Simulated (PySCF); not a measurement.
## Energy of Al along an even scaling of the cell

System: Al (1 atom in the cell).
Method: Kohn-Sham DFT of a periodic cell in Gaussian orbitals, PBEsol, DZVP-MOLOPT-SR/GTH-PBE, no spin polarisation (PySCF 2.14.0).

The 7 runs differ only in the geometry, by an even scaling of the cell at fixed fractional positions. The structure derives from a Materials Project entry.

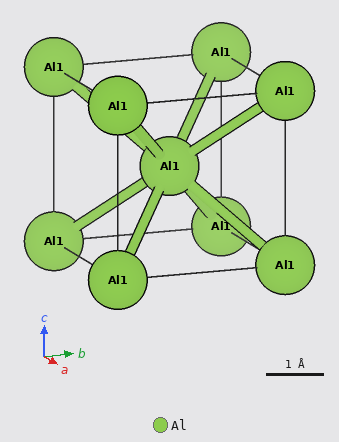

Figure 1. The structure of run 4 (ball-and-stick view of the cell 2 times as large as that of the calculation, set on its symmetry axes, seen slightly off an axis; atoms are numbered from 1 in the order of the input).

## Input of run 4
```python
import json
import numpy as np
from pyscf.pbc import gto, scf, dft, df

cell = gto.Cell()
cell.a = '''
 -1.5912186900    1.5912186900    1.5912186900
  1.5912186900   -1.5912186900    1.5912186900
  1.5912186900    1.5912186900   -1.5912186900'''
cell.atom = '''
Al   0.0000000000    0.0000000000    0.0000000000'''
cell.unit = 'A'
cell.basis = 'DZVP-MOLOPT-SR-GTH-q3'
cell.pseudo = 'GTH-PBE-q3'
cell.ke_cutoff = 50  # hartree
cell.exp_to_discard = 0.02
cell.precision = 1e-08
cell.space_group_symmetry = True
cell.symmorphic = False
cell.max_memory = 2940  # MB
cell.verbose = 4
cell.build()

res = {}
kpts = cell.make_kpts([12, 12, 12], space_group_symmetry=True, time_reversal_symmetry=True)
cell.space_group_symmetry = False  # the mesh holds the operations; no search on the supercells of the integral code
mf = dft.KRKS(cell, kpts, xc='pbesol')
mf = mf.multigrid_numint()
mf = mf.smearing(sigma=0.00183747, method='fermi')  # hartree
mf.conv_tol = 1e-07
mf.max_cycle = 60

mf.kernel()
res.update(converged=bool(mf.converged), e_tot=mf.e_tot, nelec=cell.nelectron, nao=cell.nao, mesh=list(map(int, cell.mesh)), a=cell.lattice_vectors().tolist(), coords=cell.atom_coords().tolist(),
           mo_energy=[np.real(x).tolist() for x in mf.mo_energy], mo_occ=[np.real(x).tolist() for x in mf.mo_occ])
res.update(e_free=mf.e_free, e_zero=mf.e_zero)
res.update(kpts=kpts.kpts_scaled_ibz.tolist(), weights=kpts.weights_ibz.tolist())
res['parts'] = {k: float(np.real(v)) for k, v in mf.scf_summary.items() if np.isscalar(v)}
json.dump(res, open('results.json', 'w'))
if not mf.converged:
    raise SystemExit('SCF not converged')

print('levels (eV)')
for i, kp in enumerate(res['kpts'][:40]):
    print('k %7.4f %7.4f %7.4f  ' % tuple(kp), ' '.join('%.3f' % (x * 27.211386) for x in res['mo_energy'][i][:7]))

mf = mf.to_khf()  # unfold to the whole mesh
kpts = mf.kpts
# Mulliken populations
dm, s = np.asarray(mf.make_rdm1()), np.asarray(mf.get_ovlp())
sites = cell.aoslice_by_atom()[:, 2:]
tot = np.einsum('kij,kji->i', dm, s).real / len(kpts)
res['mulliken'] = [cell.atom_charge(i) - tot[a0:a1].sum() for i, (a0, a1) in enumerate(sites)]
print('Mulliken charges', np.round(res['mulliken'], 5))

# density of states, Gaussians of 0.15 eV
e = np.asarray(mf.mo_energy).real.reshape(1, -1) * 27.211386
ef = mf.get_fermi()
ef = np.max(ef) * 27.211386
x = np.arange(-15, 10.01, 0.1) + round(ef, 1)
dos = np.exp(-((x[:, None, None] - e) / 0.15) ** 2 / 2).sum(-1).T / (0.15 * np.sqrt(2 * np.pi) * len(kpts)) * 2
res.update(dos_e=x.tolist(), dos=dos.tolist())
for a, b in zip(x[::5], dos.T[::5]):
    print('%8.2f' % a, ' '.join('%9.4f' % y for y in b))

# density on a uniform mesh
grids = dft.gen_grid.UniformGrids(cell)
grids.mesh = [15, 15, 15]
grids.build()
ni = dft.numint.KNumInt()
rho = [ni.get_rho(cell, x, grids, kpts) for x in [dm]]
np.save('rho.npy', np.reshape(rho, (-1, *grids.mesh)))
res['done'] = True
json.dump(res, open('results.json', 'w'))
```

Command:
```bash
OMP_NUM_THREADS=2 python -u run.py > log
```

Run 2 has the same physical settings and fractional positions; its lattice vectors (Å) are:
```
  -1.569713    1.569713    1.569713
   1.569713   -1.569713    1.569713
   1.569713    1.569713   -1.569713
```

## Results, with one run withheld

| run | volume per atom (Å³) | free energy per atom, from the lowest run given (meV) |
| --- | --- | --- |
| 1 | 15.149 | 43.71 |
| 2 | 15.471 | ? |
| 3 | 15.793 | 15.59 |
| 4 | 16.116 | 7.20 |
| 5 | 16.438 | 2.10 |
| 6 | 16.760 | 0.00 |
| 7 | 17.083 | 0.64 |

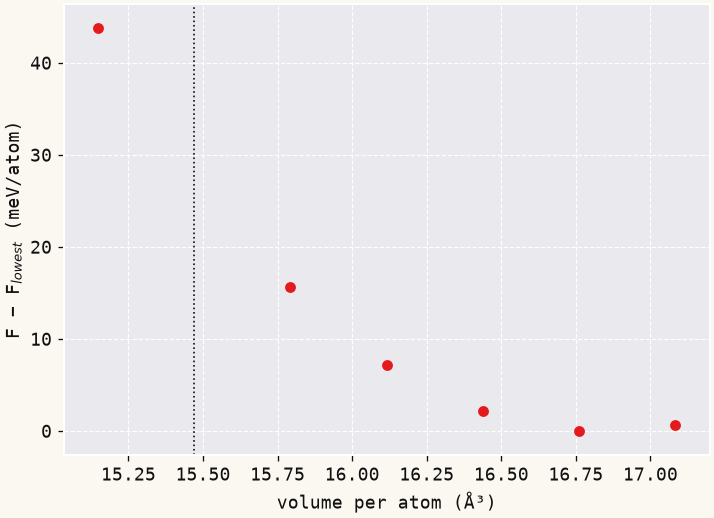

Figure 2. Free energy per atom of the runs given; the dotted line marks run 2.

Fit the runs given and predict run 2.

A cubic polynomial in V^(−2/3) (the Birch–Murnaghan form), fitted to the 6 runs given, misses them by at most 0.02 meV per atom. With x = V^(−2/3) − 0.15618 Å⁻², it reads F = 5.5218 + 2809.1 x + 3.5263e+05 x² + 1.1124e+05 x³ (meV per atom). At run 2 it gives 27.64 meV per atom, and the run itself gives 27.63. The fit has its minimum at 16.843 Å³ per atom, where V d²F/dV² gives 68.8 GPa: the bulk modulus at this level, since symmetry fixes the shape and the positions.

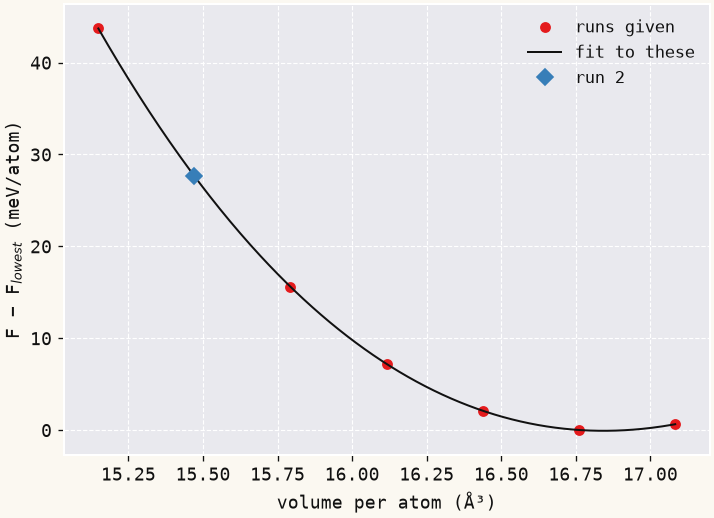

Figure 3. The fit and the withheld run.

## Output, shortened to warnings, some set-up lines, iterations and results (run 2)
```
k-points in IBZ                         weights
[...]
cycle= 1 E= -2.06505152052762  delta_E= 0.0323  |g|= 0.0826  |ddm|= 17.2
cycle= 2 E= -2.06509433318191  delta_E= -4.28e-05  |g|= 0.00262  |ddm|= 1.26
cycle= 3 E= -2.06509439776471  delta_E= -6.46e-08  |g|= 5.28e-05  |ddm|= 0.0418
    sigma = 0.00183747  Optimized mu = 0.319382344178  entropy = 0.0831322493344
nelec by numeric integration = 3.0000000000000244
    Total E(T) = -2.06509439780363  Free energy = -2.06524715081781  E0 = -2.06517077431072
Extra cycle  E= -2.06509439780363  delta_E= -3.89e-11  |g|= 1.28e-06  |ddm|= 0.000632
converged SCF energy = -2.06509439780363
levels (eV)
k  0.0000  0.0000  0.0000   -2.899 22.498 22.498 22.498 24.508 24.508 24.508
k  0.5000  0.5000  0.0000   4.091 4.732 17.429 17.540 19.669 21.811 30.946
k  0.5000  0.5000  0.5000   10.751 10.751 10.751 11.729 11.729 14.919 35.395
k  0.5833  0.4167  0.0000   2.182 7.014 17.674 17.693 19.879 22.023 30.443
k  0.5833  0.5000  0.5000   8.939 9.456 10.932 12.653 14.115 15.931 33.649
k  0.5833  0.5833  0.4167   7.103 11.113 11.113 12.220 14.082 17.654 33.711
k  0.6667  0.3333 -0.0000   0.369 9.949 18.156 18.396 20.510 22.627 29.504
k  0.6667  0.5000  0.4167   7.269 9.331 10.061 14.574 15.538 17.891 30.980
k  0.6667  0.5000  0.5000   7.185 7.873 11.476 13.585 17.414 18.375 30.108
k  0.6667  0.5833  0.4167   5.361 10.017 11.658 13.696 15.806 20.392 30.270
k  0.6667  0.6667  0.3333   3.590 12.206 12.206 13.743 15.443 22.971 30.163
k  0.6667  0.6667  0.6667   6.409 6.409 7.643 16.287 25.985 26.468 26.468
k  0.7500  0.2500  0.0000   -1.057 13.270 18.933 19.527 21.540 23.543 28.377
k  0.7500  0.4167  0.4167   7.574 7.574 8.770 17.863 17.863 18.906 27.691
k  0.7500  0.5000  0.4167   5.729 8.147 10.542 15.871 18.461 20.752 27.529
k  0.7500  0.5000  0.5000   5.827 6.541 12.387 14.686 21.107 21.113 26.383
k  0.7500  0.5833  0.3333   3.786 10.512 11.164 15.981 16.893 23.108 27.628
k  0.7500  0.5833  0.4167   3.981 8.741 12.571 14.930 19.098 23.289 26.554
k  0.7500  0.6667  0.3333   2.191 11.577 13.126 15.601 17.483 25.584 26.987
k  0.7500  0.6667  0.5833   4.548 6.981 9.486 16.476 24.452 26.208 28.199
k  0.7500  0.7500  0.2500   0.778 14.058 14.058 16.437 17.412 26.804 27.877
k  0.7500  0.7500  0.5000   2.584 9.333 10.215 16.859 24.641 24.771 29.409
k  0.7500  0.7500  0.7500   7.575 7.575 7.575 9.456 31.589 31.589 33.197
k  0.8333  0.1667  0.0000   -2.081 17.004 20.027 20.871 22.831 24.795 26.863
k  0.8333  0.4167  0.4167   6.214 6.855 9.122 19.152 21.234 21.536 24.404
k  0.8333  0.5000  0.3333   4.371 8.745 9.621 19.207 19.564 23.166 24.821
k  0.8333  0.5000  0.4167   4.554 7.019 11.657 17.141 21.683 23.488 24.537
k  0.8333  0.5000  0.5000   4.860 5.548 13.674 16.186 22.991 23.307 25.078
k  0.8333  0.5833  0.3333   2.589 9.689 12.059 17.620 20.041 24.064 26.176
k  0.8333  0.5833  0.4167   2.985 7.789 13.863 16.430 22.351 23.175 26.039
k  0.8333  0.5833  0.5833   4.669 5.339 12.103 16.839 22.615 25.921 29.171
[...]
```
